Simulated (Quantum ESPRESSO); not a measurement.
AgBr: relaxation of cell and atoms (part 2 of 2)

AgBr (Fm-3m, 2 atoms in the cell); Kohn-Sham DFT of a periodic cell, LDA, SSSP 1.3 efficiency PBE, no spin polarisation (Quantum ESPRESSO 7.5); cutoff 938.79 eV, 8×8×8 k-mesh, fermi-dirac of 0.05 eV. The structure derives from an entry of the Crystallography Open Database.

Geometry of the input (Å; fractional positions):
```
0.0000  2.8702  2.8702
2.8702  0.0000  2.8702
2.8702  2.8702  0.0000
Ag 0.0000  0.0000  0.0000
Br 0.5000  0.5000  0.5000
```

### Log, continued
```
!    total energy              =    -333.47139710 Ry
     estimated scf accuracy    <          2.2E-10 Ry
     smearing contrib. (-TS)   =      -0.00001994 Ry
     internal energy E=F+TS    =    -333.47137716 Ry

     The total energy is F=E-TS. E is the sum of the following terms:
     one-electron contribution =    -178.08696612 Ry
     hartree contribution      =      97.06557696 Ry
     xc contribution           =     -52.43676635 Ry
     ewald contribution        =    -200.01322165 Ry

     convergence has been achieved in   9 iterations

     Forces acting on atoms (cartesian axes, Ry/au):

     atom    1 type  1   force =     0.00000000   -0.00000000    0.00000000
     atom    2 type  2   force =    -0.00000000    0.00000000   -0.00000000

     Total force =     0.000000     Total SCF correction =     0.000000

     Computing stress (Cartesian axis) and pressure

          total   stress  (Ry/bohr**3)                   (kbar)     P=      -43.84
  -0.00029800  -0.00000000  -0.00000000          -43.84       -0.00       -0.00
  -0.00000000  -0.00029800  -0.00000000           -0.00      -43.84       -0.00
  -0.00000000  -0.00000000  -0.00029800           -0.00       -0.00      -43.84

     BFGS Geometry Optimization
     Energy error            =      1.4E-01 Ry
     Gradient error          =      5.8E-32 Ry/Bohr
     Cell gradient error     =      3.4E+02 kbar

     number of scf cycles    =   1
     number of bfgs steps    =   0

     enthalpy           new  =    -332.8206174449 Ry

     new trust radius        =       0.2087689305 bohr
     new conv_thr            =       0.0000000004 Ry

     new unit-cell volume =    266.37451 a.u.^3 (    39.47263 Ang^3 )
     density =      7.89922 g/cm^3

CELL_PARAMETERS (angstrom)
  -0.000000000   2.702435630   2.702435630
   2.702435630  -0.000000000   2.702435630
   2.702435630   2.702435630  -0.000000000

ATOMIC_POSITIONS (crystal)
Ag              -0.0000000000        0.0000000000       -0.0000000000
Br               0.5000000000        0.5000000000        0.5000000000

     NEW-OLD atomic charge density approx. for the potential
     New effective cutoffs (rho, wfc):  570.68   77.82

     Self-consistent Calculation

     iteration #  1     ecut=    69.00 Ry     beta= 0.50
     Davidson diagonalization with overlap
     ethr =  1.00E-06,  avg # of iterations =  8.1

     total energy              =    -333.46862854 Ry
     estimated scf accuracy    <       0.00240487 Ry

[... 57 further cycles ...]
     iteration # 10     ecut=    69.00 Ry     beta= 0.50
     Davidson diagonalization with overlap
     ethr =  2.04E-13,  avg # of iterations =  2.5

     total energy              =    -333.42504219 Ry
     estimated scf accuracy    <          7.5E-11 Ry

     iteration # 11     ecut=    69.00 Ry     beta= 0.50
     Davidson diagonalization with overlap
     ethr =  2.04E-13,  avg # of iterations =  1.0

     total energy              =    -333.42504219 Ry
     estimated scf accuracy    <          7.0E-11 Ry

     iteration # 12     ecut=    69.00 Ry     beta= 0.50
     Davidson diagonalization with overlap
     ethr =  2.04E-13,  avg # of iterations =  1.0

     total energy              =    -333.42504219 Ry
     estimated scf accuracy    <          1.1E-10 Ry

     iteration # 13     ecut=    69.00 Ry     beta= 0.50
     Davidson diagonalization with overlap
     ethr =  2.04E-13,  avg # of iterations =  1.0

     total energy              =    -333.42504219 Ry
     estimated scf accuracy    <          8.8E-11 Ry

     iteration # 14     ecut=    69.00 Ry     beta= 0.50
     Davidson diagonalization with overlap
     ethr =  2.04E-13,  avg # of iterations =  1.0

     total energy              =    -333.42504219 Ry
     estimated scf accuracy    <          7.1E-11 Ry

     iteration # 15     ecut=    69.00 Ry     beta= 0.50
     Davidson diagonalization with overlap
     ethr =  2.04E-13,  avg # of iterations =  1.0

     total energy              =    -333.42504219 Ry
     estimated scf accuracy    <          8.6E-11 Ry

     iteration # 16     ecut=    69.00 Ry     beta= 0.50
     Davidson diagonalization with overlap
     ethr =  2.04E-13,  avg # of iterations =  1.0

     total energy              =    -333.42504219 Ry
     estimated scf accuracy    <          6.4E-11 Ry

     iteration # 17     ecut=    69.00 Ry     beta= 0.50
     Davidson diagonalization with overlap
     ethr =  2.04E-13,  avg # of iterations =  1.0

     total energy              =    -333.42504219 Ry
     estimated scf accuracy    <          8.6E-11 Ry

     iteration # 18     ecut=    69.00 Ry     beta= 0.50
     Davidson diagonalization with overlap
     ethr =  2.04E-13,  avg # of iterations =  2.0

     total energy              =    -333.42504219 Ry
     estimated scf accuracy    <          1.4E-11 Ry

     iteration # 19     ecut=    69.00 Ry     beta= 0.50
     Davidson diagonalization with overlap
     ethr =  1.00E-13,  avg # of iterations =  2.0

     End of self-consistent calculation

          k = 0.0000 0.0000 0.0000 (  2229 PWs)   bands (ev):

   -77.0501 -40.4148 -40.4148 -40.4148  -2.9787  10.0288  10.0288  10.0288
    10.0577  10.0577  11.6194  11.6194  11.6194  15.5580  24.7003  24.7003
    24.7003  24.8025  27.8886  27.8886

          k = 0.0987 0.0987-0.0987 (  2193 PWs)   bands (ev):

   -77.0501 -40.4164 -40.4150 -40.4150  -2.8378   9.4683   9.4683   9.5125
    10.1250  10.1250  11.1293  12.3518  12.3518  16.6581  22.8894  24.3491
    24.3491  26.1172  26.4140  26.4140

          k = 0.1973 0.1973-0.1973 (  2208 PWs)   bands (ev):

   -77.0499 -40.4202 -40.4155 -40.4155  -2.4663   8.0429   8.6883   8.6883
    10.3599  10.3599  11.0271  13.5229  13.5229  17.9799  21.9099  22.7707
    22.7707  26.4165  26.5153  26.5153

          k = 0.2960 0.2960-0.2960 (  2217 PWs)   bands (ev):

   -77.0497 -40.4239 -40.4160 -40.4160  -2.0353   6.7287   8.1663   8.1663
    10.6130  10.6130  11.2085  14.5231  14.5231  17.6522  21.2476  21.2476
    22.9471  26.8847  27.5366  27.5366

          k =-0.3947-0.3947 0.3947 (  2252 PWs)   bands (ev):

   -77.0497 -40.4255 -40.4162 -40.4162  -1.8324   6.2122   7.9858   7.9858
    10.7239  10.7239  11.3241  14.9488  14.9488  17.2549  20.6247  20.6247
    23.6924  27.7190  28.2929  28.2929

          k = 0.1973-0.0000 0.0000 (  2193 PWs)   bands (ev):

   -77.0500 -40.4162 -40.4154 -40.4154  -2.7964   8.8177   9.8481   9.8481
     9.9298  10.1066  11.7915  11.7915  12.0468  17.1787  23.0242  23.8320
    24.2082  24.2082  27.2702  29.1423

          k = 0.2960 0.0987-0.0987 (  2219 PWs)   bands (ev):

   -77.0499 -40.4191 -40.4161 -40.4158  -2.5165   7.9806   9.1319   9.2297
    10.0970  10.3683  11.2687  12.3721  13.1726  18.6026  21.4918  22.2635
    23.6599  24.9303  28.0732  28.2310

          k = 0.3947 0.1973-0.1973 (  2215 PWs)   bands (ev):

   -77.0497 -40.4227 -40.4165 -40.4164  -2.1203   7.1062   8.2924   8.5401
    10.3608  10.6448  11.2106  13.3169  14.0353  18.8374  20.1290  22.5605
    22.6043  26.2836  28.1750  28.5768

          k =-0.2960-0.4934 0.4934 (  2225 PWs)   bands (ev):

   -77.0497 -40.4248 -40.4171 -40.4166  -1.8413   6.4852   7.9936   8.1272
    10.6196  10.7475  11.2737  14.0595  14.2573  18.2799  19.9477  21.5593
    23.6326  27.4419  28.5341  29.2090

          k =-0.1973-0.3947 0.3947 (  2221 PWs)   bands (ev):

   -77.0497 -40.4243 -40.4174 -40.4162  -1.8992   6.5977   8.0490   8.1704
    10.6274  10.6948  11.2651  13.4618  14.8260  18.2700  20.5790  21.2319
    23.2346  27.0317  28.1388  29.2704

          k =-0.0987-0.2960 0.2960 (  2207 PWs)   bands (ev):

   -77.0498 -40.4215 -40.4170 -40.4156  -2.2446   7.4094   8.2984   8.7368
    10.3859  10.5560  11.2416  12.6099  14.5430  18.7452  21.4653  21.9653
    22.0244  25.6597  28.0208  28.6282

          k = 0.0000-0.1973 0.1973 (  2201 PWs)   bands (ev):

   -77.0500 -40.4182 -40.4161 -40.4151  -2.6251   8.5203   8.8202   9.3986
    10.1805  10.3294  11.3831  11.8917  13.5317  17.9075  22.1792  22.7232
    23.7539  24.9253  27.4346  27.4645

          k = 0.3947-0.0000 0.0000 (  2221 PWs)   bands (ev):

   -77.0498 -40.4196 -40.4169 -40.4169  -2.3738   7.5520   9.6813   9.6813
     9.6973  10.2265  11.8000  11.8000  12.3090  18.5750  21.6017  21.9718
    24.3449  24.3449  29.6568  30.6161

          k = 0.4934 0.0987-0.0987 (  2219 PWs)   bands (ev):

   -77.0497 -40.4220 -40.4177 -40.4175  -2.1060   7.2631   8.9208   9.1577
    10.0308  10.6134  11.3392  12.0474  12.8661  17.6765  21.3193  22.4006
    24.3377  25.8693  29.8872  30.8867

          k =-0.1973-0.5920 0.5920 (  2218 PWs)   bands (ev):

   -77.0496 -40.4235 -40.4190 -40.4176  -1.8590   7.1404   8.1397   8.5502
    10.3561  10.8043  11.1943  12.7827  12.8905  17.7710  20.8176  23.0157
    23.6404  27.4287  29.1670  30.9562

          k =-0.0987-0.4934 0.4934 (  2229 PWs)   bands (ev):

   -77.0496 -40.4234 -40.4200 -40.4170  -1.7951   6.9662   8.0727   8.1924
    10.6513  10.7117  11.2642  12.2041  13.9605  18.3515  20.9641  22.7461
    22.8768  27.0898  27.6713  31.1338

          k = 0.0000-0.3947 0.3947 (  2217 PWs)   bands (ev):

   -77.0497 -40.4224 -40.4193 -40.4162  -1.9634   6.9922   8.1171   8.4679
    10.5252  10.7324  11.5485  11.7820  14.7176  19.0258  21.2494  21.7326
    22.0100  25.8357  29.3989  30.8314

          k = 0.5920-0.0000 0.0000 (  2217 PWs)   bands (ev):

   -77.0496 -40.4230 -40.4184 -40.4184  -2.0036   7.3443   9.4736   9.8142
     9.8142  10.3492  11.3455  11.3455  12.0473  16.1580  21.4305  24.1893
    25.8638  25.8638  30.6283  32.1926

          k =-0.0987-0.6907 0.6907 (  2219 PWs)   bands (ev):

   -77.0495 -40.4238 -40.4194 -40.4186  -1.8719   7.5594   8.8321   9.2468
    10.1048  10.8495  11.0766  11.5156  11.8302  16.1491  21.3369  24.2690
    26.0659  27.1564  29.9224  31.2514

          k = 0.0000-0.5920 0.5920 (  2219 PWs)   bands (ev):

   -77.0495 -40.4229 -40.4211 -40.4180  -1.7852   7.8013   7.8515   8.5989
    10.4023  10.8312  11.2260  11.6000  12.6711  17.2706  21.4695  23.4903
    24.7910  26.8000  27.8746  32.6051

          k =-0.7894 0.0000-0.0000 (  2232 PWs)   bands (ev):

   -77.0495 -40.4245 -40.4190 -40.4190  -1.8760   7.6485   9.3834  10.0471
    10.0471  10.4008  10.9444  10.9444  11.4709  15.3502  21.2668  25.3051
    27.5284  27.5284  30.4501  30.4501

          k = 0.3947 0.1973 0.0000 (  2216 PWs)   bands (ev):

   -77.0498 -40.4210 -40.4176 -40.4162  -2.2383   7.4032   8.6264   9.0007
    10.2506  10.5652  11.5084  11.8478  13.8375  19.2516  20.4890  21.6568
    23.8142  25.0668  29.1582  29.8544

          k =-0.2960-0.4934 0.6907 (  2220 PWs)   bands (ev):

   -77.0496 -40.4231 -40.4187 -40.4168  -1.9325   6.9958   8.1732   8.4670
    10.4693  10.7436  11.2900  12.3463  13.9961  19.2263  19.8385  22.0751
    23.4154  26.4075  29.6101  30.1536

          k =-0.1973-0.3947 0.5920 (  2226 PWs)   bands (ev):

   -77.0496 -40.4240 -40.4189 -40.4171  -1.7958   6.8371   8.0445   8.1755
    10.6421  10.7266  11.2158  12.8808  13.6407  19.3447  19.5036  22.5701
    23.2003  27.2628  28.8809  30.5206

          k =-0.1973-0.5920 0.7894 (  2221 PWs)   bands (ev):

   -77.0496 -40.4230 -40.4191 -40.4180  -1.9199   7.3203   8.6494   8.8048
    10.3727  10.7714  11.3981  11.4172  12.7386  17.3077  21.4888  22.3482
    25.4206  26.3519  30.0917  31.6203

          k =-0.0987-0.4934 0.6907 (  2227 PWs)   bands (ev):

   -77.0495 -40.4229 -40.4206 -40.4182  -1.7876   7.5344   8.0828   8.4371
    10.5889  10.8370  11.1380  11.8249  12.4456  18.2191  21.3218  22.5434
    23.9331  27.3928  29.1628  31.1348

          k =-0.0000-0.3947 0.5920 (  2228 PWs)   bands (ev):

   -77.0496 -40.4224 -40.4210 -40.4176  -1.7922   7.2491   8.1878   8.2040
    10.7006  10.7367  11.4209  11.5318  13.2451  19.1428  20.6450  22.1776
    23.5441  27.0550  28.1841  32.4686

          k =-0.7894 0.1973-0.0000 (  2224 PWs)   bands (ev):

   -77.0495 -40.4236 -40.4198 -40.4190  -1.8183   7.7538   8.6364   8.7547
    10.6284  10.9448  11.0186  11.1215  11.7680  16.7234  21.4264  24.1270
    24.9550  28.1090  29.7524  30.4021

          k =-0.7894 0.3947 0.0000 (  2208 PWs)   bands (ev):

   -77.0495 -40.4217 -40.4217 -40.4189  -1.7586   7.9513   8.1105   8.1105
    10.9452  11.0336  11.0336  11.2073  11.9672  19.1069  21.9080  22.3371
    22.3371  29.1277  29.1277  30.3554

     the Fermi energy is    15.1806 ev

!    total energy              =    -333.42504219 Ry
     estimated scf accuracy    <          2.0E-14 Ry
     smearing contrib. (-TS)   =      -0.00001498 Ry
     internal energy E=F+TS    =    -333.42502721 Ry

     The total energy is F=E-TS. E is the sum of the following terms:
     one-electron contribution =    -140.72910362 Ry
     hartree contribution      =      83.42160079 Ry
     xc contribution           =     -52.83609210 Ry
     ewald contribution        =    -223.28143229 Ry

     convergence has been achieved in  19 iterations

     Forces acting on atoms (cartesian axes, Ry/au):

     atom    1 type  1   force =    -0.00000000   -0.00000000    0.00000000
     atom    2 type  2   force =     0.00000000    0.00000000    0.00000000

     Total force =     0.000000     Total SCF correction =     0.000000

     Computing stress (Cartesian axis) and pressure

          total   stress  (Ry/bohr**3)                   (kbar)     P=      299.93
   0.00203891   0.00000000   0.00000000          299.93        0.00        0.00
   0.00000000   0.00203891   0.00000000            0.00      299.93        0.00
   0.00000000   0.00000000   0.00203891            0.00        0.00      299.93

=------------------------------------------------------------------------------=
   JOB DONE.
=------------------------------------------------------------------------------=
```

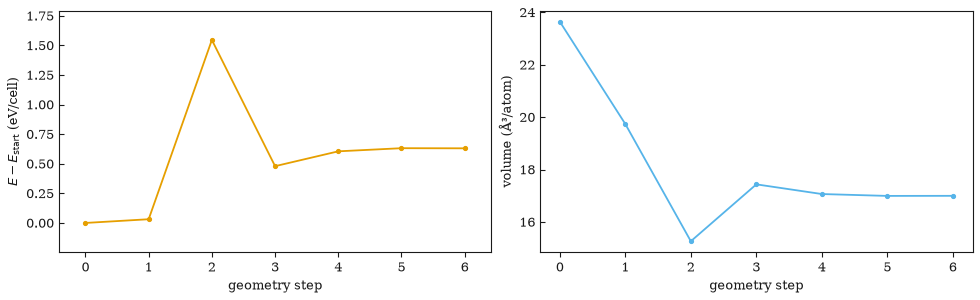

*Progress of the relaxation, step by step (steps are counted from 0).*

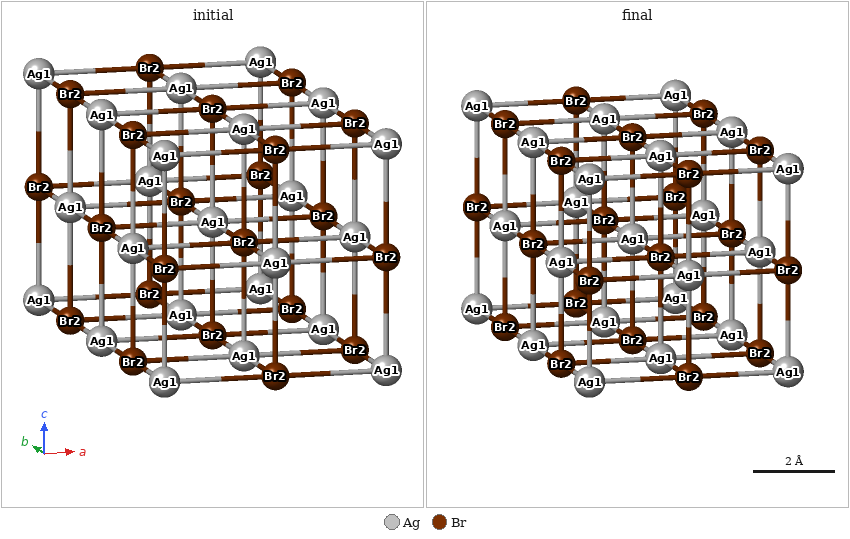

*Before (left) and after (right) the relaxation, at one scale (ball-and-stick view of the cell 4 times as large as that of the calculation, set on its symmetry axes, repeated 1 × 2 × 1, seen slightly off an axis).*

The atoms keep their places relative to the cell (all moves are under 0.005 Å). Cell: a = b = c 5.740 → 5.142 Å (−10.4 %). Volume −28.1 %. Distances before and after: Ag1–Br2 2.870 → 2.571 Å. The space group stays Fm-3m (No. 225). After 6 geometry steps the energy has risen by 0.630 eV per cell of the calculation. All forces vanish by symmetry, so only the cell relaxes. (Atoms are counted from 1 in the order of the input.)

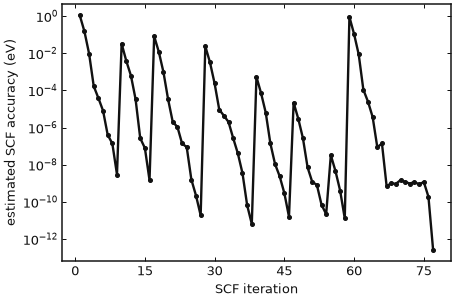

*Convergence of the self-consistent field: estimated SCF accuracy against the iteration.*

The field takes 77 iterations in all.

### Results in brief

| quantity | value |
| --- | --- |
| outcome | converged |
| space group (tolerance 0.01 Å) | Fm-3m (225) |
| electrons treated | 26 |
| free energy | −4536.4788 eV |
| Fermi energy | 15.181 eV |
| gap on the k-point mesh | 0.40 eV |
| pressure | 29.99 GPa |
| final volume | 33.99 Å³ |
| largest force (length of the vector) at the end | under 0.001 eV/Å |
| final cell | a = 3.636 Å, b = 3.636 Å, c = 3.636 Å, α = 60.00°, β = 60.00°, γ = 60.00° |
| wall time | 4.2 min |
| peak memory | 0.28 GiB |

### Remarks

Further notes kept with the run: potentials made for another functional. Points of doubt noted for this run: potentials made for another functional. The cell is under a pressure of 30 GPa at this level, so it is not at its equilibrium volume.
